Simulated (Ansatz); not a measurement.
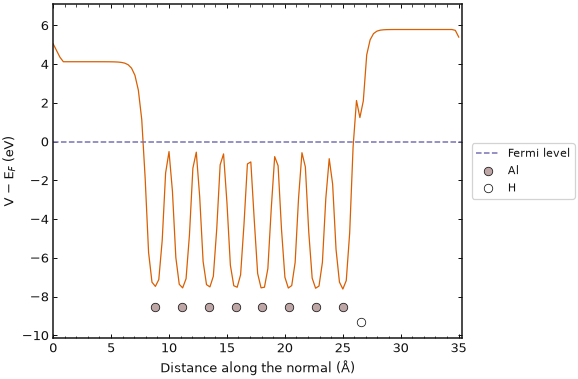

Plane-averaged electrostatic potential energy of an electron across the slab; circles at the bottom mark the heights of the atoms (positions after relaxation).

Calculation on a (001) slab cut from Al (P6_3/mmc), of composition Al$_{8}$H (not the bulk's), ended by Al planes, 9 atoms in the cell.

Ansatz; DFT PBEsol, scalar-relativistic, plane waves, PAW, no spin polarisation, 12×12×1 k mesh, 420 eV cutoff, Gaussian smearing of 0.1 eV.

What is the work function?

Answer. The work function is 5.78 eV at the right face and 4.12 eV at the left.

How thick are slab and vacuum?

Answer. The outermost atoms are 17.8 Å apart, which leaves 17.5 Å of vacuum in a cell 35.3 Å high.

Do the two faces differ, and what does that say about the slab's dipole?

Answer. The vacuum level is 1.66 eV higher at the right than at the left, so the slab carries a dipole along its normal; the ramp in the vacuum, at or near the edge of the plot, is the dipole correction that keeps each side flat. Some atoms were held fixed in the relaxation, which can itself make the faces differ.
